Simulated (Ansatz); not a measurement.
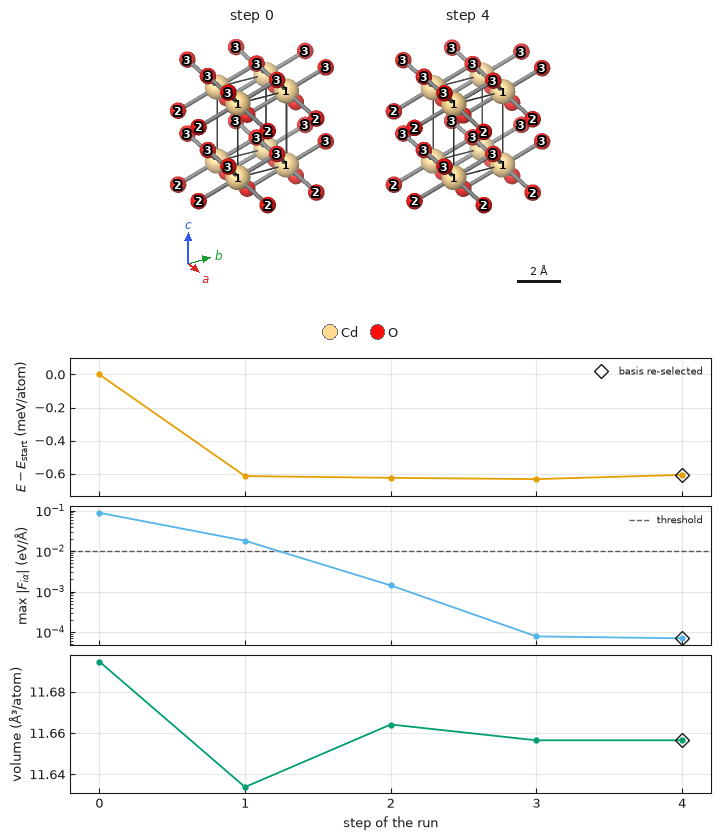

First and last geometry of a relaxation of a crystal of CdO2 (built on the ZrS2-164 type type), with the history of the run. Style: ball-and-stick. Shown: the cell of the calculation, slightly off an axis.

Level of theory: Ansatz 0.2.0, DFT, r2SCAN+rVV10, plane waves, PAW.

Input file:
```yaml
crystal:
  lattice:
    - [3.3540849177, 0.0, 0.0]
    - [-1.6770424588, 2.9047227451, 0.0]
    - [0.0, 0.0, 3.6010620364]
  atoms:
    - { symbol: Cd, position: [0.0, 0.0, 0.0] }
    - { symbol: O, position: [0.6666666667, 0.3333333333, 0.7202945859] }
    - { symbol: O, position: [0.3333333333, 0.6666666667, 0.2797054141] }
kpoints:
  mp_grid: { grid: [12, 12, 6] }
hamiltonian:
  xc: r2scan
  dispersion: rvv10
scf:
  occupations: { method: fermi_dirac, width: 0.03 }
relax:
  f_tol: 0.01
  cell: {}
  max_steps: 120
```

Run as
```bash
ansatz run input.yaml --threads 2 --pin off --max-ram 29491MiB --backend cpu --events-out ev --progress --plain --runs-dir out
```

> What do the curves and the structures tell?

It converged. The energy falls by 0.6 meV per atom in 3 accepted moves (4 points after the start). The largest force component goes from 0.088 to under 0.0001 eV/Å. The pressure goes from 0.46 to 0.00 GPa. At 1 point the geometry stayed and the basis and grid were re-selected for the new cell (energy shift of less than 0.05 meV per atom at most each time). The largest moves relative to the cell, 0.011 Å, are those of O2 and O3. O2 goes along −c. Cd stays in place. Cell: a = b 3.354 → 3.364 Å (+0.3 %), c 3.601 → 3.568 Å (−0.9 %). Volume −0.3 %. Among the contacts that change: Cd1–O2 2.183 → 2.189 Å. The space group stays P-3m1 (No. 164).

```csv
step,"E − E(0), meV/atom","largest force component, eV/Å","pressure, GPa","volume, Å³/atom",note
0,0.00,0.0882,0.46,11.695,
1,-0.62,0.0180,0.35,11.634,
2,-0.63,0.0014,-0.08,11.664,
3,-0.63,0.0001,0.00,11.656,
4,-0.61,0.0001,0.00,11.656,"same geometry, new basis"
```
